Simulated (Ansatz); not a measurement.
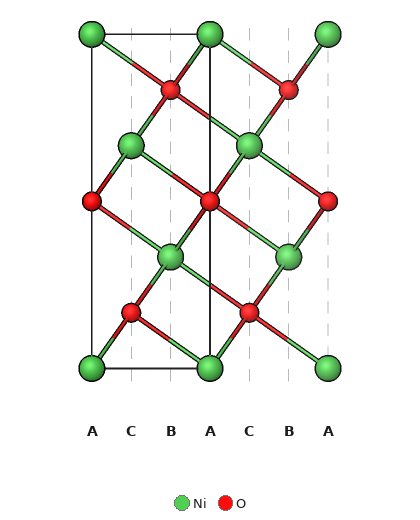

The picture looks along a close-packed row of the hexagonal mesh; [111] points upwards. The dashed lines mark the three columns A (0, 0), B (1/3, 2/3) and C (2/3, 1/3). The box is the hexagonal cell of the face-centred cubic lattice. The sequence starts with the first layer at or above the cell's origin.

NiO. Coordinates: the end point of a relaxation with DFT PBE, scalar-relativistic, plane waves, PAW in Ansatz 0.2.0.

Q: Read off the stacking sequence over one period.

A: Ni(A) – O(C) – Ni(B) – O(A) – Ni(C) – O(B) (six layers in 7.30 Å).

Q: How are the O layers alone stacked?

A: O layers alone: CAB, the cubic close-packed type.

Q: Which positions between or in the O layers do the other atoms fill?

A: Ni: three octahedral sites in each hexagonal cell.

Heights of the layers:

```csv
layer,atoms (column),height (Å),to next (Å)
1,Ni(A),0.00,1.22
2,O(C),1.22,1.22
3,Ni(B),2.43,1.22
4,O(A),3.65,1.22
5,Ni(C),4.87,1.22
6,O(B),6.09,1.22
```
